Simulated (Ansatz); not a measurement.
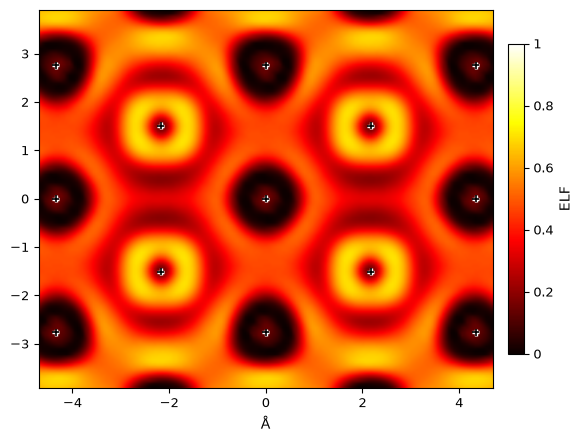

The ELF on a plane through atoms (crosses mark nuclei in the plane).

Theory: Ansatz, DFT PBEsol, scalar-relativistic, plane waves, PAW.

Candidates:
A. Al$_{3}$Ru$_{2}$, a = 4.35 Å, b = 4.35 Å, c = 7.45 Å, α = 90.00°, β = 106.96°, γ = 90.00°. Space group I4/mmm; a structure from a database of computed crystals, not necessarily the ambient phase; computed without spin polarisation.
B. InP, a = 5.88 Å, b = 5.88 Å, c = 5.88 Å, α = 90.00°, β = 90.00°, γ = 90.00°. Space group F-43m.

Question: Which candidate gave the map?

Answer: Candidate A: Al$_{3}$Ru$_{2}$ on the (010) plane of the calculation cell, which holds Al and Ru. Al–Ru (2.51 Å): the ELF is about 0.40 at the midpoint. Al–Ru (2.64 Å): the ELF is about 0.40 at the midpoint.
